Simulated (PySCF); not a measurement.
# NMR shielding calculation of C₂H₄O₂

- system: C₂H₄O₂, SMILES CC(=O)O
- method: GIAO KT2/pcSseg-1 NMR shielding, non-relativistic, IEF-PCM water (PySCF 2.14.0)

The geometry comes from this level: GFN2-xTB, MD frame at 12285 fs, 600 K. Figures and captions count atoms from 1; the log counts them from 0 in places.

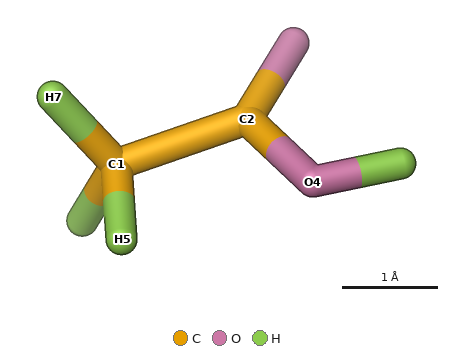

**Figure 1.** The structure as given in the input (stick view, seen at a tilt; atoms are numbered from 1 in the order of the input).

### Input file
```
{"job": {"kind": "nmr", "xc": "KT2", "basis": "pcSseg-1", "pop": false, "solvent": "water"}, "charge": 0, "multiplicity": 1}
C      4.007073    -8.002070     0.937283
C      3.994999    -7.400344    -0.386927
O      4.375059    -6.329663    -0.744254
O      3.449096    -8.332000    -1.232149
H      3.467647    -8.911544     0.800110
H      3.345068    -7.541626     1.685556
H      4.981634    -8.314393     1.252655
H      3.264694    -7.777833    -2.015252
```

The first line tells a small driver script what to run in PySCF; the rest is the geometry in Å.

Run as:
```bash
OMP_NUM_THREADS=1 python <driver script> task.json out
```

### What the program printed
```
coarse grid: 6824 points
cycle   1  E = -232.2941979226  dE =  6.694e-01  |g| = 1.036e+00  |ddm| = 2.447e+00
cycle   2  E = -231.7507816554  dE =  5.434e-01  |g| = 1.936e+00  |ddm| = 1.956e+00
cycle   3  E = -232.4589048978  dE = -7.081e-01  |g| = 3.868e-01  |ddm| = 1.511e+00
cycle   4  E = -232.4873353188  dE = -2.843e-02  |g| = 1.179e-01  |ddm| = 3.064e-01
cycle   5  E = -232.4892687341  dE = -1.933e-03  |g| = 4.913e-02  |ddm| = 8.872e-02
cycle   6  E = -232.4898239285  dE = -5.552e-04  |g| = 5.841e-03  |ddm| = 3.686e-02
cycle   7  E = -232.4898304479  dE = -6.519e-06  |g| = 2.014e-03  |ddm| = 4.892e-03
final grid: 66320 points
cycle   8  E = -232.5669882069  dE = -1.454e-04  |g| = 1.191e-02  |ddm| = 3.425e-02
cycle   9  E = -232.5669769553  dE =  1.125e-05  |g| = 1.386e-02  |ddm| = 2.041e-02
cycle  10  E = -232.5670166956  dE = -3.974e-05  |g| = 2.010e-03  |ddm| = 1.171e-02
cycle  11  E = -232.5670173762  dE = -6.806e-07  |g| = 6.836e-04  |ddm| = 1.517e-03
cycle  12  E = -232.5670174565  dE = -8.033e-08  |g| = 2.354e-04  |ddm| = 5.051e-04
cycle  13  E = -232.5670174663  dE = -9.824e-09  |g| = 6.043e-05  |ddm| = 1.634e-04
cycle  14  E = -232.5670174670  dE = -6.588e-10  |g| = 1.122e-05  |ddm| = 3.759e-05
```

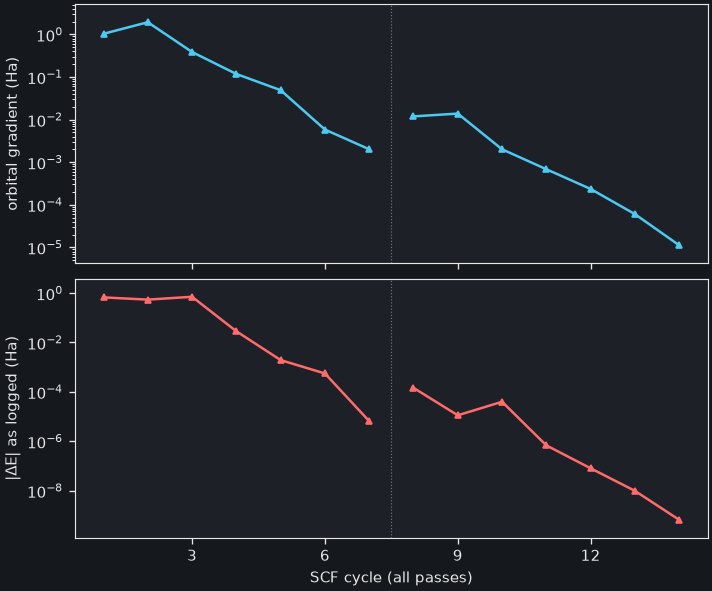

**Figure 2.** Convergence of the self-consistent field: orbital gradient and size of the energy change against the SCF cycle. The dotted line marks the change from a coarse to the final integration grid. The first 7 cycles use a coarse grid, the final grid takes over at cycle 8, and the field converges after 14 cycles in all.

```
converged SCF energy = -232.5670174670

GIAO shielding tensors (ppm)
atom      isotropic    diamagn.    paramagn.     s11        s22        s33       span
  0 C      173.946     238.801     -64.855    155.446    163.224    203.167     47.720
  1 C       17.580     255.341    -237.762    -69.715     47.411     75.043    144.759
  2 O      -55.487     420.769    -476.255   -277.780   -157.800    269.120    546.900
  3 O       89.185     409.194    -320.010    -69.176     85.629    251.101    320.277
  4 H       29.780      21.483       8.297     24.652     30.803     33.886      9.235
  5 H       29.041      35.273      -6.231     25.624     26.762     34.739      9.115
  6 H       29.789      17.571      12.217     26.619     27.226     35.521      8.902
  7 H       25.396      36.892     -11.496     20.327     23.116     32.745     12.419
```

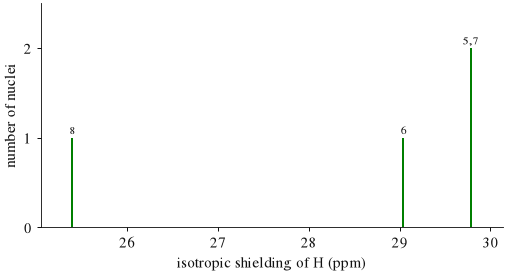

**Figure 3.** Isotropic shieldings of the hydrogen nuclei in this fixed geometry, labelled by atom number; shielding grows to the right, so chemical shift grows to the left. The least shielded is H8 (25.4 ppm), the most shielded H7 (29.8 ppm).

### Results in brief

- outcome: converged
- total energy: −232.567017 hartree
- HOMO: −6.79 eV
- LUMO: −0.91 eV
- dipole moment: 2.11 D
- isotropic shielding, C: 17.6 to 173.9 ppm
- isotropic shielding, O: −55.5 to 89.2 ppm
- isotropic shielding, H: 25.4 to 29.8 ppm
- hardware: 1 CPU thread, shared host
- wall time: 3.5 s
- peak memory: 0.43 GiB
